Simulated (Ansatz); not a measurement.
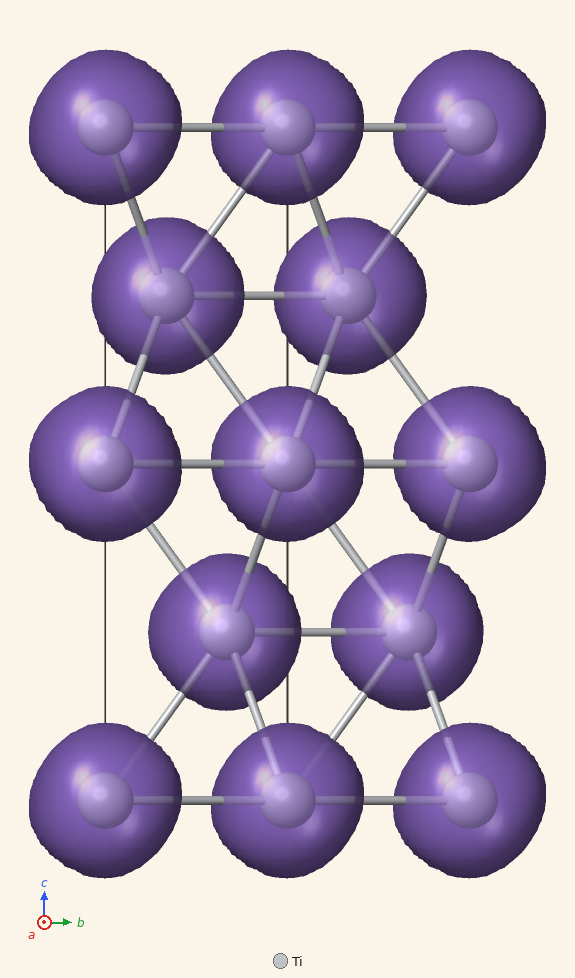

The picture shows: Ti. Isosurface of the valence electron density at 0.3 e/Å³ (purple), seen along the a axis. Sticks mark near contacts.

Space group P6₃/mmc; set up as Ti, dhcp; a generated structure, not necessarily the stable one; computed without spin polarisation.

Method: DFT, PBE, plane waves (420 eV) with PAW, scalar-relativistic in Ansatz.

In a PAW calculation such maps are meaningful between the atoms, not at the nuclei.

### What does this surface tell about the bonding?

At this value the density breaks into separate islands; it holds about 80 % of the electrons treated as valence (semicore included). It bridges none of the near contacts. It is pinched off along the shortest Ti–Ti (2.89 Å) contacts. On the grid the lowest density along these lines, outside the cores, is 0.19 e/Å³ (Ti–Ti, 2.89 Å).

### Does the calculation give a band gap?

It is metallic or semimetallic at this level of theory: no gap opens.
